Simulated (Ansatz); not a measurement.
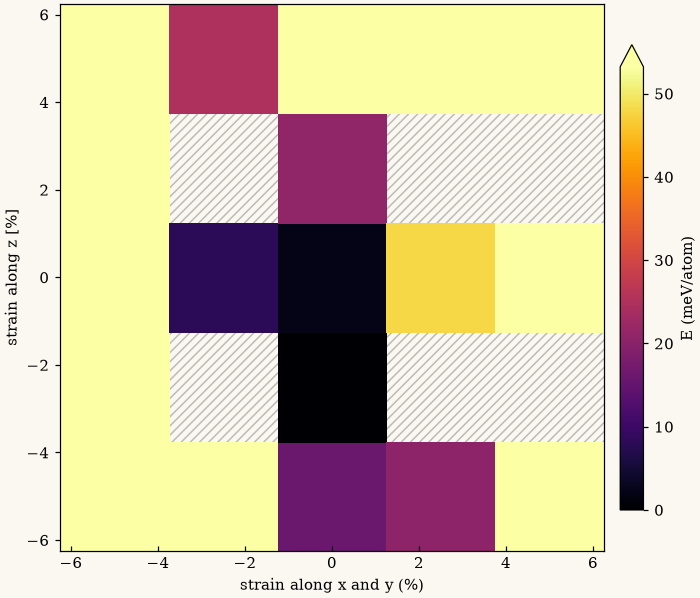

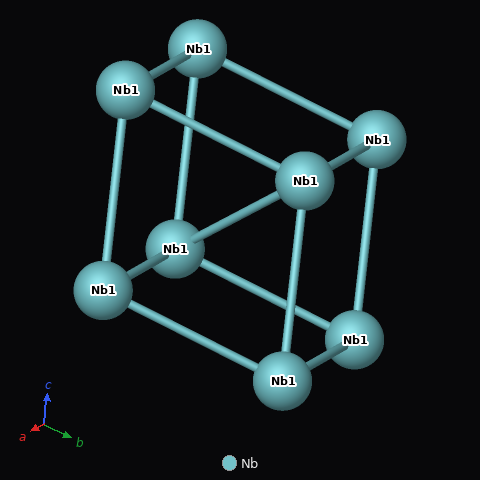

Energy landscape of Nb (Im-3m, No. 229; 1 atom in the cell). 
- The cell is strained homogeneously, by one strain along x and y and another along z, with fractional coordinates fixed (x, y and z along the cube axes).
- The first coordinate is: strain along x and y; the second: strain along z.
- Grid: 5 × 5 points. At 6 points there is no value.
- Points are written as (first, second).
- Energies: meV/atom, counted from the lowest grid point.
- The reference cell is the one listed in the database, not relaxed at this level.
- Level of theory: DFT r2SCAN, scalar-relativistic, plane waves, PAW in Ansatz 0.2.0. Settings: cutoff 500 eV, k-mesh 20×20×20, gaussian smearing 0.15 eV, no spin polarisation.

The picture shows one coloured cell a grid point, one colour for all values above the top of the scale, hatched blanks where no value was computed. The second picture is the structure at the lowest point

> Where are the lowest and the highest points?

The lowest grid point is at (0.0 %, −2.5 %). The highest grid point, (5.0 %, 5.0 %), lies 251 meV/atom above the lowest.

Grid values (meV/atom):

```tsv
strain along z ↓, strain along x and y →	−5.0	−2.5	0.0	2.5	5.0
5.0	56	25	54	132	251
2.5	57	–	21	–	–
0.0	77	8	2	48	136
−2.5	116	–	0	–	–
−5.0	179	65	16	20	70
```
